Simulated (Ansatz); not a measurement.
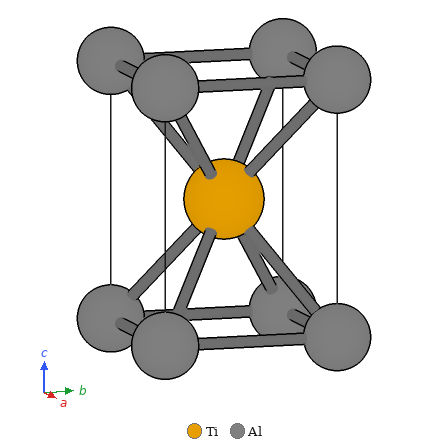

System: TiAl, space group P4/mmm (No. 123). The picture shows the cell.

The given structure:
```xyz
2
Lattice="2.8098 0.0000 0.0000 0.0000 2.8098 0.0000 0.0000 0.0000 4.0658" Properties=species:S:1:pos:R:3 pbc="T T T"
Ti    1.4049    1.4049    2.0329
Al    0.0000    0.0000    0.0000
```

Method: energy, stress and cell of a relaxed crystal along a series of strains, atoms and what the cell freedom names relaxed within the symmetry; plane waves with PAW datasets, Γ-centred k mesh; energies extrapolated to zero smearing (Ansatz 0.2.0). Level: r2SCAN, no spin polarisation.

wave cutoff 500 eV; k mesh 18×18×14; occupations Gaussian; smearing width 0.1 eV; strain kind stretch along c with a and b held; cell freedom cell held, only c stretched.

What does the calculation give for the energy change against strain? The strain takes the values −4.5, −3.0, −1.5, 0.0, 1.5, 3.0, 4.5 %.

The energy rises on both sides of the starting structure, which is therefore a minimum along this path. The energy change is 19.67 meV/atom at strain −4.5 % and 17.85 meV/atom at 4.5 %; the lowest computed point is at strain 0.0 % (0.00 meV/atom), in a single well. The solid is metallic at every point.

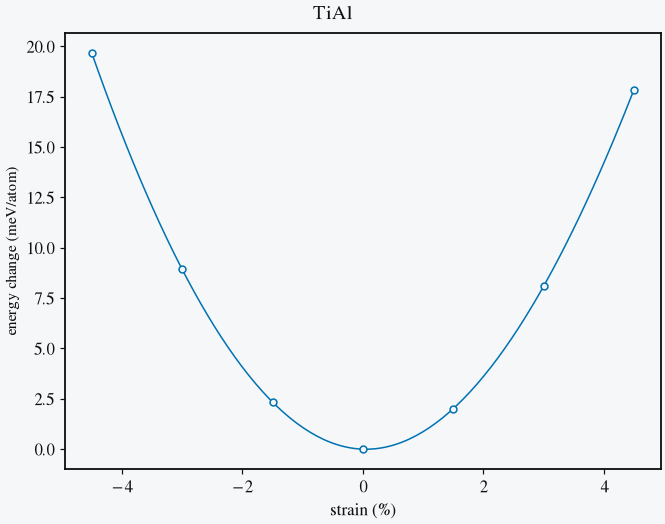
